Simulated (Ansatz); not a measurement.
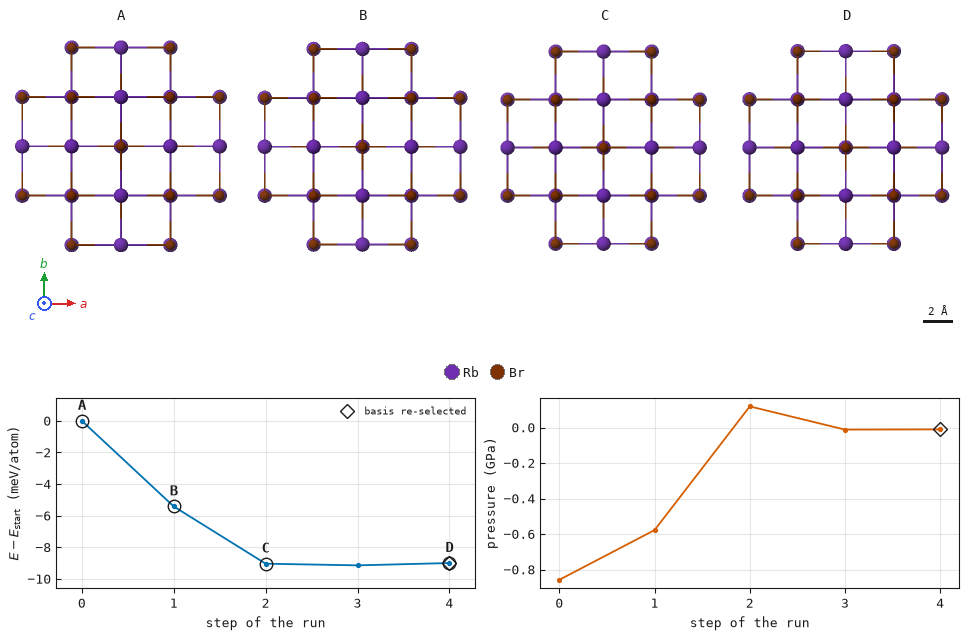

Frames of a relaxation of crystalline RbBr (built on the measured structure type), marked on the history of the run. A ball-and-stick model of the conventional cell (4 times the calculation's cell), seen along the c axis. Lengths and directions refer to the drawn axes.

All numbers below come from DFT, PBEsol, plane waves, PAW (Ansatz). Set-up: plane-wave cutoff 420 eV; k-point mesh 6 × 6 × 6; occupations fermi dirac; smearing width 0.02 eV; no spin polarisation; cell and atoms relaxed; force threshold 0.005 eV/Å.

Question: Describe the path.

Answer: After 3 accepted moves (4 points after the start) the energy has fallen by 9.0 meV per atom. All forces vanish by symmetry, so only the cell relaxes. The pressure goes from −0.86 to −0.01 GPa. At 1 point the geometry stayed and the basis and grid were re-selected for the new cell (energy shift of 0.1 meV per atom at most each time). The atoms keep their places relative to the cell (all moves are under 0.005 Å). The volume changes by −7.1 %, with a = b = c 7.017 → 6.846 Å (−2.4 %). Among the contacts that change: Br–Rb 3.509 → 3.423 Å. The space group stays Fm-3m (No. 225). The run took of the order of 6 core-seconds on a shared host. From step 0 to 1: volume −2.8 %, energy −5.4 meV per atom. From step 1 to 2: volume −5.4 %, energy −3.6 meV per atom. From step 2 to 4: volume +0.9 %, energy +0.0 meV per atom.

| step | E − E(0), meV/atom | pressure, GPa | volume, Å³/atom | note |
| --- | --- | --- | --- | --- |
| 0 | 0.00 | -0.86 | 43.195 |  |
| 1 | -5.42 | -0.58 | 42.004 |  |
| 2 | -9.04 | 0.12 | 39.743 |  |
| 3 | -9.14 | -0.01 | 40.111 |  |
| 4 | -9.00 | -0.01 | 40.111 | same geometry, new basis |
